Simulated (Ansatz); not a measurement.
**A series of single points on CsBr**

System: CsBr (Pm-3m, 2 atoms in the cell).
Method: Kohn-Sham DFT of a periodic cell, PBE, PseudoDojo standard, no spin polarisation (Ansatz 0.2.0).

The 6 runs differ only in the geometry, by an even scaling of the cell at fixed fractional positions. The structure derives from a Materials Project entry.

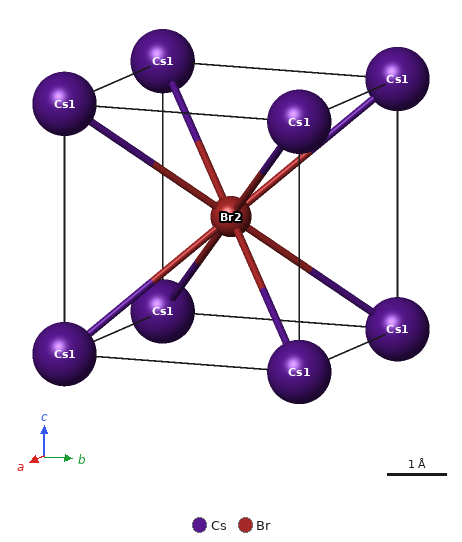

Figure 1. The structure of run 4 (ball-and-stick view of the cell of the calculation, seen slightly off an axis; atoms are numbered from 1 in the order of the input). An atom can appear more than once, as a periodic image.

**Input of run 4**
```yaml
crystal:
  lattice:
    - [4.3542695596, 0.0, 0.0]
    - [0.0, 4.3542695596, 0.0]
    - [0.0, 0.0, 4.3542695596]
  atoms:
    - { symbol: Cs, position: [0.0, 0.0, 0.0] }
    - { symbol: Br, position: [0.5, 0.5, 0.5] }
hamiltonian:
  xc: pbe
  pseudopotentials: { kind: nc, accuracy: standard }
kpoints:
  mp_grid: { grid: [6, 6, 6] }
scf:
  occupations: { method: fermi_dirac, width: 0.05 }
output:
  forces: true
  stress: true
  eigenvalues: true
```

Command:
```bash
ansatz run input.yaml --threads 2 --pin off --max-ram 5632MiB --backend cpu --events-out ev --progress --plain --runs-dir out
```

Run 3 differs from it as follows:
```diff
-    - [4.3542695596, 0.0, 0.0]
-    - [0.0, 4.3542695596, 0.0]
-    - [0.0, 0.0, 4.3542695596]
+    - [4.32562222, 0.0, 0.0]
+    - [0.0, 4.32562222, 0.0]
+    - [0.0, 0.0, 4.32562222]
```

**Results, with one run withheld**

| run | volume per atom (Å³) | free energy per atom, from the lowest run given (meV) | pressure (GPa) | gap on the mesh (eV) |
| --- | --- | --- | --- | --- |
| 1 | 38.850 | 12.24 | 1.26 | 4.58 |
| 2 | 39.659 | 6.78 | 0.90 | 4.50 |
| 3 | 40.468 | ? | ? | ? |
| 4 | 41.278 | 0.84 | 0.30 | 4.34 |
| 5 | 42.087 | 0.00 | 0.04 | 4.27 |
| 6 | 42.896 | 0.37 | −0.18 | 4.20 |

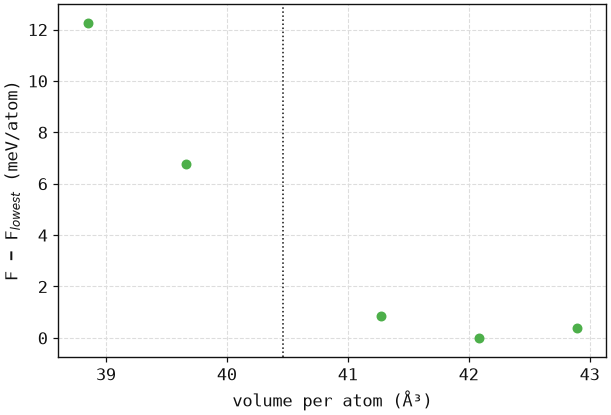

Figure 2. Free energy per atom of the runs given; the dotted line marks run 3.

What should run 3 give?

A cubic polynomial in V^(−2/3) (the Birch–Murnaghan form), fitted to the 5 runs given, misses them by under 0.01 meV per atom. With x = V^(−2/3) − 0.08423 Å⁻², it reads F = 1.6701 + 1921.8 x + 5.5341e+05 x² + 3.7453e+06 x³ (meV per atom). At run 3 it gives 3.04 meV per atom, and the run itself gives 3.05. The slope of the fit gives a pressure −dF/dV of 0.58 GPa there, and the run prints 0.58 GPa. The fit has its minimum at 42.230 Å³ per atom, where V d²F/dV² gives 12.2 GPa: the bulk modulus at this level, since symmetry fixes the shape and the positions. The gap on the mesh goes, without turning, from 4.58 eV in run 1 to 4.20 eV in run 6; run 3 has 4.42 eV. These are gaps of this functional on this mesh, which can miss the band edges; they aren't the measured gap.

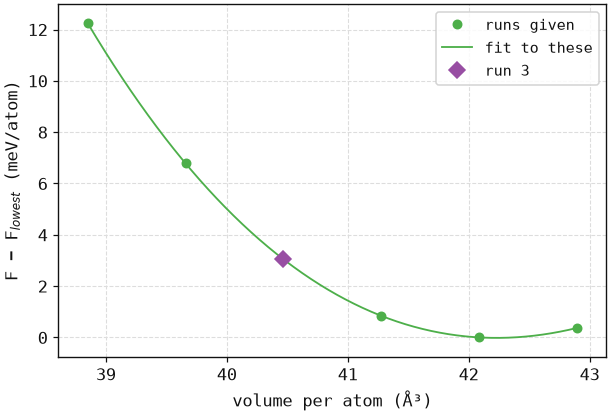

Figure 3. The fit and the withheld run.

**Output, shortened to warnings, some set-up lines, iterations and results (run 3)**
```
Basis set: ecut = 680.284656 eV, 3239 PW (Γ), exchange–correlation on 80×80×80 points (8 copies of the dense FFT grid, shifted against one another)
Symmetry: 48 space group operations
k-points: 20 of 216
Initial density: superposition of atomic densities (chi_scale 0.1, normalization cell, long waves kept (reshape's long-wave potential 0.00 eV rms))
[...]
SCF iter   1: F=—  HF=-1068.237492 eV  |F-HF|=—  |Δ(HF+E_count)|=         —  Δρ=2.64e-2  dr2=1.24e0  ethr=3.10e-3  ⟨swp⟩=10.2  Hψ=2021  notcnv=0
SCF iter   2: F=—  HF=-1067.817463 eV  |F-HF|=—  |Δ(HF+E_count)|=   4.20e-1  Δρ=8.40e-3  dr2=1.54e-1  ethr=3.10e-3  ⟨swp⟩=4.0  Hψ=683  notcnv=0
SCF iter   3: F=—  HF=-1067.763052 eV  |F-HF|=—  |Δ(HF+E_count)|=   5.44e-2  Δρ=2.72e-3  dr2=1.07e-2  ethr=9.63e-4  ⟨swp⟩=3.1  Hψ=535  notcnv=0
SCF iter   4: F=—  HF=-1067.765106 eV  |F-HF|=—  |Δ(HF+E_count)|=   2.05e-3  Δρ=6.11e-4  dr2=3.61e-4  ethr=6.67e-5  ⟨swp⟩=2.1  Hψ=580  notcnv=0
SCF iter   5: F=—  HF=-1067.765460 eV  |F-HF|=—  |Δ(HF+E_count)|=   3.54e-4  Δρ=8.62e-5  dr2=1.02e-5  ethr=2.25e-6  ⟨swp⟩=2.0  Hψ=391  notcnv=0
SCF iter   6: F=—  HF=-1067.765479 eV  |F-HF|=—  |Δ(HF+E_count)|=   1.87e-5  Δρ=1.63e-5  dr2=1.90e-7  ethr=6.36e-8  ⟨swp⟩=2.0  Hψ=385  notcnv=0
SCF iter   7: F=-1067.765479 eV  HF=-1067.765479 eV  |F-HF|=2.66e-9  |Δ(HF+E_count)|=   2.59e-7  Δρ=1.74e-6  dr2=1.99e-9  ethr=6.25e-10  ⟨swp⟩=9.0  Hψ=1634  notcnv=0
SCF 1 converged in 7 iterations: F = -1067.765479 eV  dr2 = 1.99e-9
SCF converged after 7 iterations
Free energy (F): -1067.765479 eV
Harris-Foulkes:  -1067.765479 eV  (|F-HF|=2.66e-9)
Internal energy: -1067.765479 eV  (E = F + TS)
E sigma→0 (E₀):  -1067.765479 eV
Fermi energy:    5.193118 eV
--- Per-component energies (eV) ---
  E_band       = -60.247586
  E_kinetic    = 260.661001
  E_local      = -488.126110  (includes V_loc(G=0)·N_el)
  E_nonlocal   = 148.000425
  E_hartree    = 123.486500
  E_xc         = -329.670114
  E_vxc        = -227.756047  (∫ρ·V_xc dr)
  E_ewald      = -782.117182
  E_smearing   = -0.000000  (= −TS)
  E_closure    = 0.000000  (closes the sum)
  Σ components = -1067.765479   (vs F -1067.765479, Δ=0.00e0)
--- Forces (eV/Å), atoms counted from 1 ---
  atom   1  Cs    -0.00000000     0.00000000    -0.00000000
  atom   2  Br     0.00000000    -0.00000000     0.00000000
  max |Σ_I F_I| component: 2.37e-30 eV/Å
--- Stress (GPa, compression-positive) ---
        0.582104       0.000000       0.000000
        0.000000       0.582104       0.000000
        0.000000       0.000000       0.582104
  P = ⅓ Tr σ = 0.5821 GPa (5.821 kbar)
```
